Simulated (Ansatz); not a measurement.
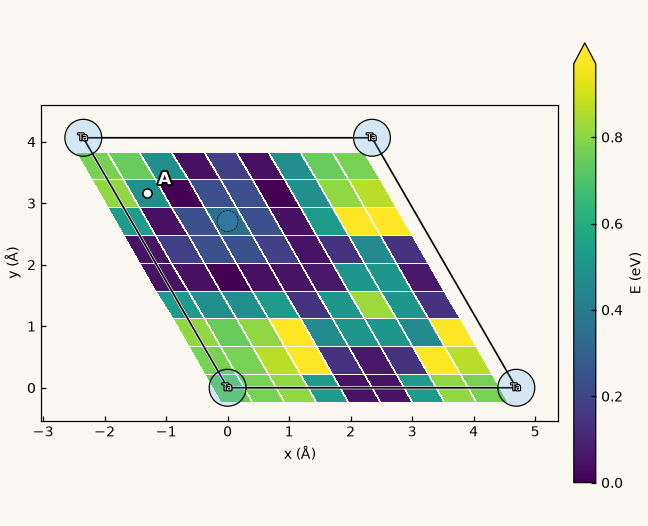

H on a Ta(111) slab cut from the Im-3m phase, its upper half relaxed before the scan (6 atoms of substrate and one adsorbate in a 1 × 1 cell). 
- H is moved over the surface cell; relaxed at each place: the height of the adsorbate's atoms; substrate rigid; the origin of the map has the adsorbate above Ta6.
- Places are given modulo a cell vector. The map is drawn in real space over the plane of the surface.
- Grid: 9 × 9 points; 19 points were computed and 62 follow by symmetry.
- Energies: eV, counted from the lowest grid point.
- The relaxed height changes by up to 1.2 Å between neighbouring points. With one adsorbate in each 1 × 1 cell, its nearest image is 4.7 Å away, so neighbouring adsorbates interact.
- The calculation used DFT PBE, scalar-relativistic, plane waves, PAW (Ansatz 0.2.0). Settings: cutoff 420 eV, k-mesh 6×6×1, gaussian smearing 0.1 eV, no spin polarisation.

In the figure: one coloured cell a grid point, labelled circles for the atoms of the top layer and small ones for the second layer, the outline of one cell of the plane, one colour for all values above the top of the scale, the point A.

Which way does the force act at A, and how strong is it?

A, at (1/9, 7/9) of the cell vectors, is not a stationary point. The computed force is 1.3 eV/Å in the plane, pointing down and right in the picture (components 1.2 and −0.6 eV/Å).

PAW datasets: the set soft_1.
